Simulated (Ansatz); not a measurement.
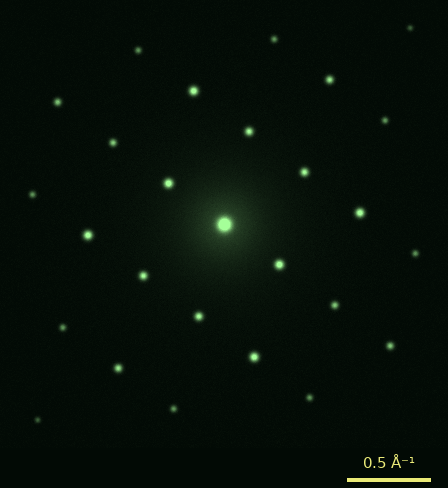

Kinematic zone-axis pattern, calculated for 100 keV electrons with B = 1 Å².

Candidate phases (model or computed cells):
A. Yb, space group P6_3/mmc (No. 194), a = 3.765 Å, c = 6.192 Å (hexagonal axes)
B. Os, space group P6/mmm (No. 191), a = 4.334 Å, c = 2.729 Å (hexagonal axes)
C. Ag, space group P6/mmm (No. 191), a = 4.799 Å, c = 2.877 Å (hexagonal axes)
D. W, space group P6_3/mmc (No. 194), a = 2.788 Å, c = 4.974 Å (hexagonal axes)

**Which candidate gives this pattern, and along which zone?**

Candidate D (W), along [201] or an equivalent direction. The spots form a centred rectangular net whose two shortest vectors correspond to d = 2.41 Å and 1.73 Å, 69.0° apart. They index as 0 1 0 and 1 0 -2; no zone of the other candidates with indices up to 3 has this net.
